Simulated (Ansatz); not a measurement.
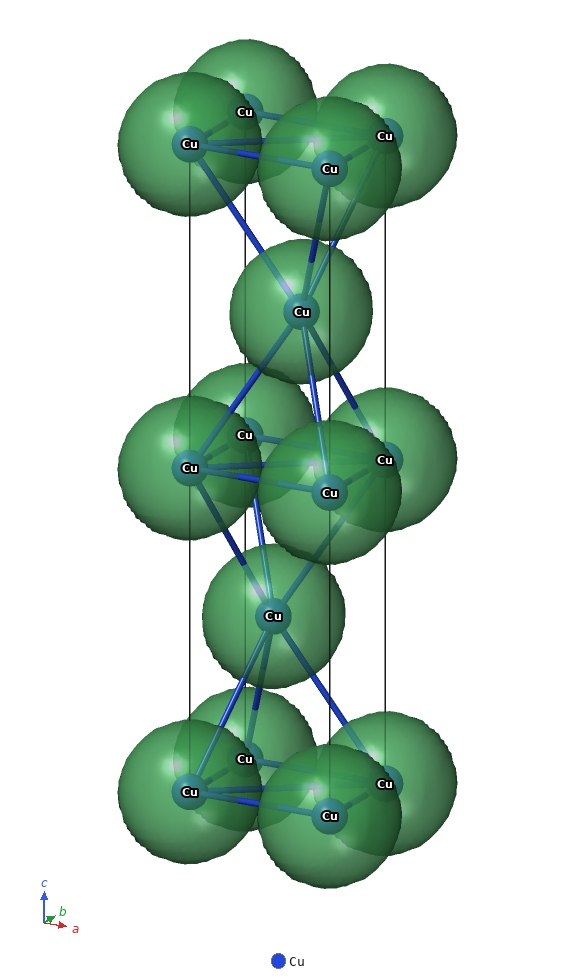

Figure. Cu. Isosurface of the valence pseudo-density at 0.6 e/Å³ (green), seen slightly off an axis. Sticks mark near contacts.

Space group P6₃/mmc; a structure from a database of computed crystals, not necessarily the ambient phase; computed without spin polarisation.

Theory: DFT r2SCAN, scalar-relativistic, plane waves, PAW in Ansatz.

Core electrons are frozen (PAW), and the valence fields are smoothed inside the atomic spheres.

Input file:

```
crystal:
  lattice:
    - [2.5293395076, 0.0, 0.0]
    - [-1.2646697538, 2.1904722684, 0.0]
    - [0.0, 0.0, 8.2639398547]
  atoms:
    - { symbol: Cu, position: [0.0, 0.0, 0.0] }
    - { symbol: Cu, position: [0.3333333333, 0.6666666667, 0.25] }
    - { symbol: Cu, position: [0.0, 0.0, 0.5] }
    - { symbol: Cu, position: [0.6666666667, 0.3333333333, 0.75] }
basis:
  ecutwfc: 500
kpoints:
  mp_grid: { grid: [18, 18, 4] }
hamiltonian:
  xc: r2scan
scf:
  occupations: { method: gaussian, width: 0.15 }
output:
  forces: true
  stress: true
  eigenvalues: true
  write_density: true
  write_potential: true
  elf: true
  volumetric_format: npy
```

Run with:

```sh
ansatz run input.yaml --threads 2 --pin off --max-ram 5120MiB --backend cpu --events-out ev --progress --plain --runs-dir out
```

Below, planes, directions and counts refer to the conventional cell (a = 2.53 Å, b = 2.53 Å, c = 8.26 Å, α = 90.00°, β = 90.00°, γ = 120.00°).

**How is the density connected at this value?**

At this value the density breaks into separate islands; it holds about 85 % of the electrons treated as valence (semicore included). It bridges none of the near contacts. It is pinched off along the sampled Cu–Cu (2.53 Å) contacts. On the grid the lowest density along these lines, outside the cores, is 0.28 e/Å³ (Cu–Cu, 2.53 Å).

**Metal or insulator at this level of theory?**

It is metallic or semimetallic at this level of theory: no gap opens.
